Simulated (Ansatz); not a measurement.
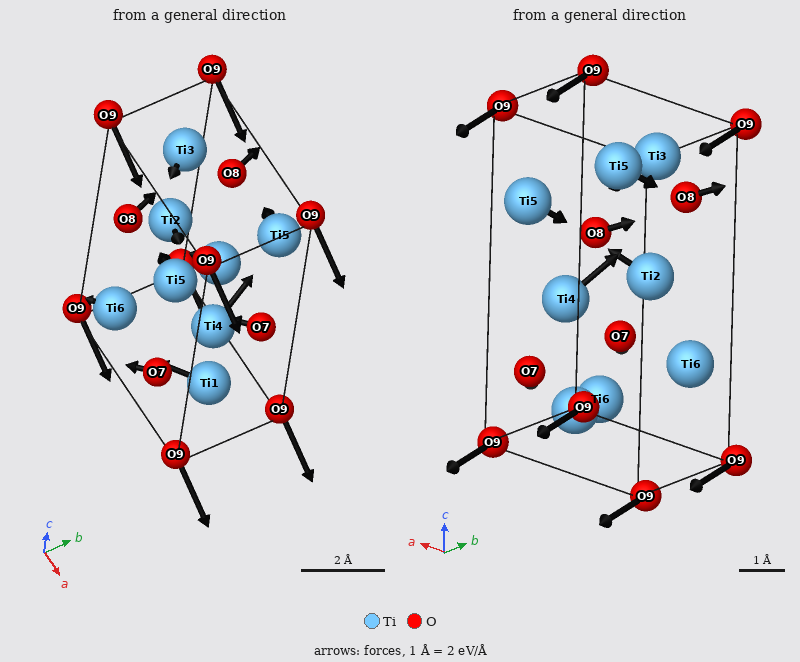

The structure above is drawn in spheres-only style and viewed from two general directions. The simulation cell is outlined; an atom on or near a face, edge or corner is repeated at each equivalent position. The arrows are the computed forces on the atoms.

System: Ti2O. Setup: DFT r2SCAN, scalar-relativistic, plane waves, PAW (Ansatz 0.2.0); cutoff 500 eV, k-points on an 8×14×6 grid, Gaussian smearing of 0.15 eV, no spin polarisation.

Could this be the end point of a relaxation?

No. The atoms still feel forces of up to about 3.3 eV/Å, far above a usual threshold of 0.01 to 0.03 eV/Å.

Find the atom with the largest force.

O9, about 3.3 eV/Å.

The structure was taken from a structure listed in the Materials Project. The cell was then strained or its atoms displaced on purpose. A calculation with Ansatz used it as input.
